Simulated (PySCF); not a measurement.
# C3H9N: field gradients at the nuclei

How much do the quadrupole couplings of C3H9N depend on the level of theory? Each job file holds the settings and the coordinates that a driver script hands to the program.

Program: PySCF 2.14.0, density-fitted response routines. Level of theory: the levels named in each step. These are calculated values, not measurements.

## Step 1: The structure to begin with

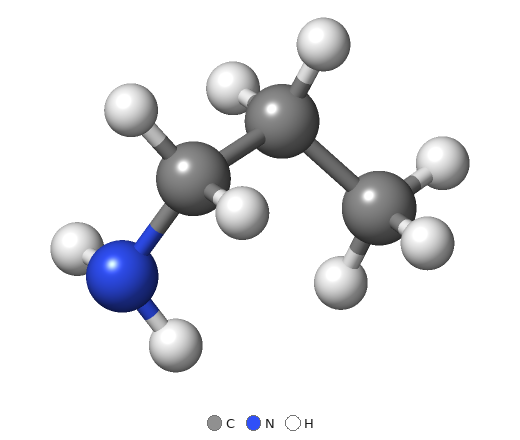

The starting structure, seen from a chosen angle (carbon grey, nitrogen blue, hydrogen white).

Structure file:

```xyz
13

C    -1.5920    0.2243   -0.4439
C    -0.5597   -0.8175   -0.0267
C     0.6549   -0.1944    0.6797
N     1.4623    0.6999   -0.1286
H    -2.4581   -0.2564   -0.8931
H    -1.1765    0.9163   -1.1746
H    -1.9249    0.7962    0.4202
H    -1.0233   -1.5347    0.6532
H    -0.2188   -1.3672   -0.9086
H     1.3125   -0.9958    1.0297
H     0.3157    0.3694    1.5530
H     1.7728    0.2245   -0.9700
H     0.9165    1.5057   -0.4137
```

## Step 2: Geometry, PBE0-D3(BJ)/def2-TZVP

The input, job.txt:

```
{"job": {"xc": "PBE0", "basis": "def2-TZVP", "d3": "d3bj", "grid": 2, "kind": "geom"}, "charge": 0, "multiplicity": 1}
C     -1.592040     0.224340    -0.443920
C     -0.559730    -0.817450    -0.026730
C      0.654940    -0.194410     0.679720
N      1.462300     0.699910    -0.128630
H     -2.458130    -0.256400    -0.893120
H     -1.176550     0.916340    -1.174560
H     -1.924880     0.796160     0.420180
H     -1.023330    -1.534720     0.653200
H     -0.218850    -1.367200    -0.908630
H      1.312530    -0.995820     1.029740
H      0.315680     0.369400     1.553000
H      1.772810     0.224500    -0.970040
H      0.916470     1.505720    -0.413700
```

Output:

```text
step   0  E = -174.34324178  max force = 0.009409
step   1  E = -174.34361499  max force = 0.003615
step   2  E = -174.34366223  max force = 0.000396
step   3  E = -174.34366640  max force = 0.000178
optimisation converged
```

Wall time 63 s (4 threads of Intel Xeon at 2.50GHz (Skylake/Cascade Lake), shared host); peak memory 0.83 GiB.

It ended at:

```xyz
13

C    -1.5954    0.2182   -0.4450
C    -0.5603   -0.8085   -0.0199
C     0.6568   -0.1985    0.6689
N     1.4707    0.7032   -0.1283
H    -2.4681   -0.2560   -0.8988
H    -1.1896    0.9179   -1.1806
H    -1.9437    0.8025    0.4123
H    -1.0201   -1.5341    0.6608
H    -0.2243   -1.3796   -0.8942
H     1.3051   -1.0022    1.0318
H     0.3290    0.3504    1.5590
H     1.7852    0.2436   -0.9748
H     0.9361    1.5135   -0.4146
```

## Step 3: Field gradients, PBE0/pcJ-2

The input, job.txt:

```
{"job": {"kind": "efgt", "xc": "PBE0", "basis": "pcJ-2"}, "charge": 0, "multiplicity": 1}
C     -1.595446     0.218211    -0.444971
C     -0.560323    -0.808526    -0.019897
C      0.656789    -0.198518     0.668868
N      1.470688     0.703229    -0.128330
H     -2.468106    -0.256050    -0.898839
H     -1.189609     0.917933    -1.180594
H     -1.943714     0.802480     0.412254
H     -1.020138    -1.534068     0.660805
H     -0.224349    -1.379581    -0.894195
H      1.305077    -1.002249     1.031792
H      0.329021     0.350432     1.559025
H      1.785235     0.243566    -0.974778
H      0.936095     1.513513    -0.414629
```

Output:

```text
coarse grid: 9904 points
cycle   1  E = -174.3034845472  dE =  1.703e-01  |g| = 4.343e-01  |ddm| = 2.008e+00
cycle   2  E = -174.2860969792  dE =  1.739e-02  |g| = 5.264e-01  |ddm| = 7.540e-01
cycle   3  E = -174.3502323905  dE = -6.414e-02  |g| = 4.503e-02  |ddm| = 4.190e-01
cycle   4  E = -174.3505325093  dE = -3.001e-04  |g| = 2.132e-02  |ddm| = 4.016e-02
cycle   5  E = -174.3506232292  dE = -9.072e-05  |g| = 6.315e-03  |ddm| = 1.584e-02
cycle   6  E = -174.3506318870  dE = -8.658e-06  |g| = 7.878e-04  |ddm| = 4.708e-03
final grid: 144528 points
cycle   7  E = -174.3476350647  dE = -1.570e-04  |g| = 9.128e-03  |ddm| = 5.499e-02
cycle   8  E = -174.3476268582  dE =  8.206e-06  |g| = 1.059e-02  |ddm| = 1.272e-02
cycle   9  E = -174.3476533250  dE = -2.647e-05  |g| = 6.138e-04  |ddm| = 7.134e-03
cycle  10  E = -174.3476533729  dE = -4.780e-08  |g| = 3.824e-04  |ddm| = 6.345e-04
cycle  11  E = -174.3476534027  dE = -2.985e-08  |g| = 7.642e-05  |ddm| = 2.466e-04
cycle  12  E = -174.3476534039  dE = -1.202e-09  |g| = 1.101e-05  |ddm| = 5.404e-05
cycle  13  E = -174.3476534039  dE = -2.626e-11  |g| = 3.608e-06  |ddm| = 9.366e-06
converged SCF energy = -174.3476534039

Field-gradient tensors (au): xx yy zz xy xz yz
  0 C     0.00611    0.00905   -0.01516   -0.02390    0.00266   -0.00506
  1 C     0.00183    0.01459   -0.01642   -0.02105    0.01626   -0.00135
  2 C    -0.00686   -0.00494    0.01180    0.12381   -0.06870   -0.10019
  3 N    -0.45454    0.36120    0.09335   -0.31096   -0.67991   -0.28744
  4 H     0.12964   -0.05854   -0.07110    0.14829    0.14287    0.07785
  5 H    -0.08035    0.03162    0.04873    0.10089   -0.10736   -0.18375
  6 H    -0.09886   -0.02237    0.12123   -0.07331   -0.10342    0.17584
  7 H    -0.06336    0.04077    0.02258    0.11433   -0.10730   -0.17233
  8 H    -0.09581   -0.02895    0.12475   -0.06759   -0.10105    0.17131
  9 H     0.00871    0.08789   -0.09659   -0.17771    0.07668   -0.10371
 10 H    -0.09990   -0.03166    0.13157   -0.05856   -0.10521    0.16538
 11 H    -0.15694   -0.04911    0.20605   -0.08921   -0.16693    0.20350
 12 H    -0.04108    0.17945   -0.13837   -0.25372    0.05641   -0.13821
```

Run time: 45 s. Hardware: 4 threads of Intel Xeon at 2.50GHz (Skylake/Cascade Lake), shared host; peak memory 1.8 GiB.

## Step 4: Field gradients, PBE/def2-TZVPP

job.txt: that of step 3 with these lines changed.

```diff
@@ -1,2 +1,2 @@
-{"job": {"kind": "efgt", "xc": "PBE0", "basis": "pcJ-2"}, "charge": 0, "multiplicity": 1}
+{"job": {"kind": "efgt", "xc": "PBE", "basis": "def2-TZVPP"}, "charge": 0, "multiplicity": 1}
 C     -1.595446     0.218211    -0.444971
```

Output:

```text
coarse grid: 9904 points
cycle   1  E = -174.2263179992  dE =  1.043e-01  |g| = 6.172e-01  |ddm| = 2.392e+00
cycle   2  E = -174.0477572046  dE =  1.786e-01  |g| = 1.051e+00  |ddm| = 2.575e+00
cycle   3  E = -174.3243271051  dE = -2.766e-01  |g| = 8.649e-02  |ddm| = 2.080e+00
cycle   4  E = -174.3255668947  dE = -1.240e-03  |g| = 4.571e-02  |ddm| = 1.292e-01
cycle   5  E = -174.3259912752  dE = -4.244e-04  |g| = 1.374e-02  |ddm| = 4.803e-02
cycle   6  E = -174.3260334283  dE = -4.215e-05  |g| = 2.322e-03  |ddm| = 1.362e-02
cycle   7  E = -174.3260346085  dE = -1.180e-06  |g| = 7.205e-04  |ddm| = 2.343e-03
final grid: 144528 points
cycle   8  E = -174.3114789392  dE = -1.068e-04  |g| = 1.359e-02  |ddm| = 1.303e-01
cycle   9  E = -174.3114081568  dE =  7.078e-05  |g| = 2.166e-02  |ddm| = 3.378e-02
cycle  10  E = -174.3115205337  dE = -1.124e-04  |g| = 1.469e-03  |ddm| = 2.338e-02
cycle  11  E = -174.3115209154  dE = -3.818e-07  |g| = 6.598e-04  |ddm| = 2.082e-03
cycle  12  E = -174.3115210107  dE = -9.529e-08  |g| = 1.391e-04  |ddm| = 5.698e-04
cycle  13  E = -174.3115210150  dE = -4.240e-09  |g| = 2.900e-05  |ddm| = 1.432e-04
cycle  14  E = -174.3115210152  dE = -1.781e-10  |g| = 9.654e-06  |ddm| = 2.894e-05
converged SCF energy = -174.3115210152

Field-gradient tensors (au): xx yy zz xy xz yz
  0 C     0.00730    0.00895   -0.01625   -0.02542    0.00345   -0.00470
  1 C     0.00210    0.01647   -0.01857   -0.02014    0.01677   -0.00135
  2 C    -0.00701   -0.00587    0.01288    0.12259   -0.06639   -0.09862
  3 N    -0.44485    0.34996    0.09488   -0.30315   -0.66327   -0.28207
  4 H     0.13183   -0.05967   -0.07216    0.15069    0.14520    0.07916
  5 H    -0.08199    0.03228    0.04971    0.10205   -0.10910   -0.18659
  6 H    -0.10043   -0.02264    0.12308   -0.07452   -0.10515    0.17859
  7 H    -0.06453    0.04162    0.02290    0.11610   -0.10918   -0.17512
  8 H    -0.09746   -0.02924    0.12670   -0.06883   -0.10263    0.17395
  9 H     0.00902    0.08950   -0.09852   -0.18084    0.07831   -0.10542
 10 H    -0.10143   -0.03236    0.13379   -0.05943   -0.10691    0.16844
 11 H    -0.15876   -0.05161    0.21037   -0.09118   -0.17046    0.20821
 12 H    -0.04260    0.18441   -0.14181   -0.25852    0.05831   -0.14074
```

Run time: 26 s. Hardware: 4 threads of Intel Xeon at 2.50GHz (Skylake/Cascade Lake), shared host; peak memory 1.8 GiB.

## Step 5: Field gradients, B3LYP/def2-TZVPP

job.txt: that of step 4 with these lines changed.

```diff
@@ -1,2 +1,2 @@
-{"job": {"kind": "efgt", "xc": "PBE", "basis": "def2-TZVPP"}, "charge": 0, "multiplicity": 1}
+{"job": {"kind": "efgt", "xc": "B3LYP", "basis": "def2-TZVPP"}, "charge": 0, "multiplicity": 1}
 C     -1.595446     0.218211    -0.444971
```

Output:

```text
coarse grid: 9904 points
cycle   1  E = -174.5111906772  dE =  1.576e-01  |g| = 4.941e-01  |ddm| = 2.353e+00
cycle   2  E = -174.4696952138  dE =  4.150e-02  |g| = 6.590e-01  |ddm| = 1.304e+00
cycle   3  E = -174.5721868711  dE = -1.025e-01  |g| = 5.267e-02  |ddm| = 8.647e-01
cycle   4  E = -174.5726269006  dE = -4.400e-04  |g| = 2.614e-02  |ddm| = 6.565e-02
cycle   5  E = -174.5727652187  dE = -1.383e-04  |g| = 7.716e-03  |ddm| = 2.466e-02
cycle   6  E = -174.5727786472  dE = -1.343e-05  |g| = 9.367e-04  |ddm| = 7.191e-03
cycle   7  E = -174.5727788449  dE = -1.977e-07  |g| = 3.154e-04  |ddm| = 1.090e-03
final grid: 144528 points
cycle   8  E = -174.5647202468  dE = -7.539e-05  |g| = 6.264e-03  |ddm| = 9.950e-02
cycle   9  E = -174.5647146921  dE =  5.555e-06  |g| = 7.810e-03  |ddm| = 1.251e-02
cycle  10  E = -174.5647291799  dE = -1.449e-05  |g| = 5.252e-04  |ddm| = 7.303e-03
cycle  11  E = -174.5647292252  dE = -4.524e-08  |g| = 2.688e-04  |ddm| = 6.983e-04
cycle  12  E = -174.5647292397  dE = -1.449e-08  |g| = 7.170e-05  |ddm| = 2.325e-04
cycle  13  E = -174.5647292408  dE = -1.103e-09  |g| = 1.132e-05  |ddm| = 6.752e-05
cycle  14  E = -174.5647292408  dE = -2.785e-11  |g| = 3.109e-06  |ddm| = 9.614e-06
converged SCF energy = -174.5647292408

Field-gradient tensors (au): xx yy zz xy xz yz
  0 C     0.00441    0.00770   -0.01211   -0.01959    0.00001   -0.00257
  1 C    -0.00362    0.01712   -0.01350   -0.01906    0.01039   -0.00075
  2 C    -0.01178   -0.00429    0.01607    0.12153   -0.07262   -0.10353
  3 N    -0.46786    0.37030    0.09756   -0.32581   -0.69285   -0.28801
  4 H     0.12947   -0.05838   -0.07109    0.14828    0.14275    0.07786
  5 H    -0.08011    0.03156    0.04855    0.10062   -0.10750   -0.18339
  6 H    -0.09886   -0.02239    0.12125   -0.07320   -0.10320    0.17562
  7 H    -0.06311    0.04052    0.02258    0.11407   -0.10720   -0.17204
  8 H    -0.09561   -0.02910    0.12471   -0.06757   -0.10084    0.17080
  9 H     0.00876    0.08821   -0.09697   -0.17753    0.07669   -0.10355
 10 H    -0.09939   -0.03173    0.13112   -0.05843   -0.10528    0.16534
 11 H    -0.15770   -0.04994    0.20764   -0.08964   -0.16796    0.20504
 12 H    -0.04126    0.18064   -0.13938   -0.25526    0.05698   -0.13918
```

Run time: 26 s. Hardware: 4 threads of Intel Xeon at 2.50GHz (Skylake/Cascade Lake), shared host; peak memory 1.8 GiB.

## Step 6: Field gradients, CAM-B3LYP/def2-TZVPP

job.txt: that of step 5 with these lines changed.

```diff
@@ -1,2 +1,2 @@
-{"job": {"kind": "efgt", "xc": "B3LYP", "basis": "def2-TZVPP"}, "charge": 0, "multiplicity": 1}
+{"job": {"kind": "efgt", "xc": "CAM-B3LYP", "basis": "def2-TZVPP"}, "charge": 0, "multiplicity": 1}
 C     -1.595446     0.218211    -0.444971
```

Output:

```text
coarse grid: 9904 points
cycle   1  E = -174.4305247101  dE =  2.670e-01  |g| = 3.762e-01  |ddm| = 2.338e+00
cycle   2  E = -174.4375619314  dE = -7.037e-03  |g| = 3.621e-01  |ddm| = 6.608e-01
cycle   3  E = -174.4647754603  dE = -2.721e-02  |g| = 3.826e-02  |ddm| = 3.192e-01
cycle   4  E = -174.4650219090  dE = -2.464e-04  |g| = 1.648e-02  |ddm| = 3.911e-02
cycle   5  E = -174.4650781015  dE = -5.619e-05  |g| = 4.632e-03  |ddm| = 1.339e-02
cycle   6  E = -174.4650831830  dE = -5.082e-06  |g| = 6.046e-04  |ddm| = 4.884e-03
final grid: 144528 points
cycle   7  E = -174.4583325642  dE = -5.417e-05  |g| = 4.480e-03  |ddm| = 7.347e-02
cycle   8  E = -174.4583332092  dE = -6.450e-07  |g| = 4.100e-03  |ddm| = 8.082e-03
cycle   9  E = -174.4583370249  dE = -3.816e-06  |g| = 2.784e-04  |ddm| = 3.272e-03
cycle  10  E = -174.4583370376  dE = -1.274e-08  |g| = 1.721e-04  |ddm| = 5.365e-04
cycle  11  E = -174.4583370435  dE = -5.873e-09  |g| = 3.035e-05  |ddm| = 1.234e-04
cycle  12  E = -174.4583370437  dE = -2.350e-10  |g| = 5.805e-06  |ddm| = 4.721e-05
converged SCF energy = -174.4583370437

Field-gradient tensors (au): xx yy zz xy xz yz
  0 C     0.00409    0.00823   -0.01232   -0.02020   -0.00005   -0.00320
  1 C    -0.00296    0.01674   -0.01378   -0.02054    0.01169   -0.00101
  2 C    -0.01213   -0.00479    0.01692    0.12372   -0.07307   -0.10516
  3 N    -0.46966    0.37361    0.09605   -0.32517   -0.69884   -0.29094
  4 H     0.13003   -0.05855   -0.07148    0.14892    0.14344    0.07817
  5 H    -0.08035    0.03168    0.04867    0.10121   -0.10811   -0.18432
  6 H    -0.09939   -0.02250    0.12189   -0.07359   -0.10367    0.17643
  7 H    -0.06327    0.04066    0.02262    0.11465   -0.10764   -0.17288
  8 H    -0.09607   -0.02933    0.12540   -0.06793   -0.10129    0.17165
  9 H     0.00881    0.08862   -0.09743   -0.17838    0.07713   -0.10408
 10 H    -0.09989   -0.03192    0.13181   -0.05870   -0.10580    0.16621
 11 H    -0.15854   -0.05009    0.20863   -0.08972   -0.16832    0.20592
 12 H    -0.04105    0.18089   -0.13984   -0.25631    0.05747   -0.13987
```

It took 28 s on 4 threads of Intel Xeon at 2.50GHz (Skylake/Cascade Lake), shared host; peak memory 1.8 GiB.

## Step 7: Field gradients, HF/def2-TZVPP

job.txt: that of step 6 with these lines changed.

```diff
@@ -1,2 +1,2 @@
-{"job": {"kind": "efgt", "xc": "CAM-B3LYP", "basis": "def2-TZVPP"}, "charge": 0, "multiplicity": 1}
+{"job": {"kind": "efgt", "xc": "HF", "basis": "def2-TZVPP"}, "charge": 0, "multiplicity": 1}
 C     -1.595446     0.218211    -0.444971
```

Output:

```text
final grid: 144528 points
cycle   1  E = -173.3118350250  dE =  5.191e-01  |g| = 3.678e-01  |ddm| = 2.285e+00
cycle   2  E = -173.3523457353  dE = -4.051e-02  |g| = 1.134e-01  |ddm| = 3.634e-01
cycle   3  E = -173.3557361430  dE = -3.390e-03  |g| = 4.767e-02  |ddm| = 1.185e-01
cycle   4  E = -173.3563509242  dE = -6.148e-04  |g| = 7.162e-03  |ddm| = 4.534e-02
cycle   5  E = -173.3563718358  dE = -2.091e-05  |g| = 2.090e-03  |ddm| = 1.164e-02
cycle   6  E = -173.3563741476  dE = -2.312e-06  |g| = 7.362e-04  |ddm| = 4.249e-03
cycle   7  E = -173.3563744994  dE = -3.518e-07  |g| = 2.390e-04  |ddm| = 1.741e-03
cycle   8  E = -173.3563745482  dE = -4.879e-08  |g| = 5.718e-05  |ddm| = 7.416e-04
cycle   9  E = -173.3563745507  dE = -2.496e-09  |g| = 1.683e-05  |ddm| = 1.602e-04
cycle  10  E = -173.3563745509  dE = -1.862e-10  |g| = 4.753e-06  |ddm| = 4.897e-05
converged SCF energy = -173.3563745509

Field-gradient tensors (au): xx yy zz xy xz yz
  0 C    -0.00193    0.00441   -0.00248   -0.00456   -0.00698    0.00231
  1 C    -0.01586    0.01623   -0.00037   -0.01763   -0.00540   -0.00092
  2 C    -0.02007   -0.00024    0.02031    0.10441   -0.07643   -0.10077
  3 N    -0.49183    0.39584    0.09599   -0.35421   -0.72411   -0.28911
  4 H     0.13376   -0.06027   -0.07349    0.15310    0.14746    0.08029
  5 H    -0.08215    0.03248    0.04968    0.10449   -0.11102   -0.18955
  6 H    -0.10213   -0.02303    0.12517   -0.07564   -0.10657    0.18162
  7 H    -0.06492    0.04177    0.02315    0.11809   -0.11065   -0.17782
  8 H    -0.09904   -0.03023    0.12926   -0.06975   -0.10420    0.17678
  9 H     0.00896    0.09108   -0.10004   -0.18306    0.07912   -0.10706
 10 H    -0.10261   -0.03285    0.13545   -0.06029   -0.10876    0.17064
 11 H    -0.16272   -0.04986    0.21258   -0.09055   -0.17060    0.20869
 12 H    -0.04053    0.18177   -0.14125   -0.26052    0.05803   -0.14278
```

It took 5.4 s on 4 threads of Intel Xeon at 2.50GHz (Skylake/Cascade Lake), shared host; peak memory 1.8 GiB.

## Step 8: Comparison

Largest principal value Vzz, in atomic units:

| atom | PBE0/pcJ-2 | PBE/def2-TZVPP | B3LYP/def2-TZVPP | CAM-B3LYP/def2-TZVPP | HF/def2-TZVPP |
| --- | --- | --- | --- | --- | --- |
| C1 | 0.0322 | 0.0342 | 0.0258 | 0.0266 | 0.0096 |
| C2 | 0.0327 | 0.0331 | 0.0293 | 0.0308 | -0.0248 |
| C3 | 0.1960 | 0.1926 | 0.1992 | 0.2021 | 0.1890 |
| N4 | -1.0390 | -1.0139 | -1.0633 | -1.0703 | -1.1166 |
| H5 | 0.2854 | 0.2901 | 0.2853 | 0.2865 | 0.2946 |
| H6 | 0.2837 | 0.2881 | 0.2833 | 0.2848 | 0.2928 |
| H7 | 0.2816 | 0.2861 | 0.2813 | 0.2826 | 0.2907 |
| H8 | 0.2766 | 0.2811 | 0.2761 | 0.2773 | 0.2853 |
| H9 | 0.2755 | 0.2798 | 0.2749 | 0.2763 | 0.2844 |
| H10 | 0.2751 | 0.2800 | 0.2750 | 0.2763 | 0.2837 |
| H11 | 0.2732 | 0.2779 | 0.2729 | 0.2743 | 0.2817 |
| H12 | 0.3848 | 0.3931 | 0.3875 | 0.3889 | 0.3948 |
| H13 | 0.3868 | 0.3951 | 0.3893 | 0.3909 | 0.3965 |
| CPU time | 79 s | 66 s | 48 s | 50 s | 14 s |

Couplings eQVzz/h in MHz (234.9647 × Q in barn × Vzz), with Q = 0.02044 (14N), 0.00285783 (2H):

| nucleus | PBE0/pcJ-2 | PBE/def2-TZVPP | B3LYP/def2-TZVPP | CAM-B3LYP/def2-TZVPP | HF/def2-TZVPP |
| --- | --- | --- | --- | --- | --- |
| 14N (atom 4) | -4.990 | -4.870 | -5.107 | -5.140 | -5.362 |
| 2H (atom 5) | 0.192 | 0.195 | 0.192 | 0.192 | 0.198 |
| 2H (atom 6) | 0.191 | 0.193 | 0.190 | 0.191 | 0.197 |
| 2H (atom 7) | 0.189 | 0.192 | 0.189 | 0.190 | 0.195 |
| 2H (atom 8) | 0.186 | 0.189 | 0.185 | 0.186 | 0.192 |
| 2H (atom 9) | 0.185 | 0.188 | 0.185 | 0.186 | 0.191 |
| 2H (atom 10) | 0.185 | 0.188 | 0.185 | 0.186 | 0.191 |
| 2H (atom 11) | 0.183 | 0.187 | 0.183 | 0.184 | 0.189 |
| 2H (atom 12) | 0.258 | 0.264 | 0.260 | 0.261 | 0.265 |
| 2H (atom 13) | 0.260 | 0.265 | 0.261 | 0.262 | 0.266 |

## Step 9: Outcome

| quantity | value |
| --- | --- |
| coupling of 14N (atom 4), PBE0/pcJ-2 | -4.990 MHz |
| coupling of 2H (atom 5), PBE0/pcJ-2 | 0.192 MHz |
| coupling of 2H (atom 6), PBE0/pcJ-2 | 0.191 MHz |
| coupling of 2H (atom 7), PBE0/pcJ-2 | 0.189 MHz |
| coupling of 2H (atom 8), PBE0/pcJ-2 | 0.186 MHz |

The largest coupling, that of 14N, runs from -5.362 (HF/def2-TZVPP) to -4.870 MHz (PBE/def2-TZVPP). The gradients are non-relativistic, at the equilibrium geometry and in principal axes; measured couplings hold vibrational averaging and refer to the inertial axes. The def2 sets are stiff near the nuclei, which limits their accuracy.
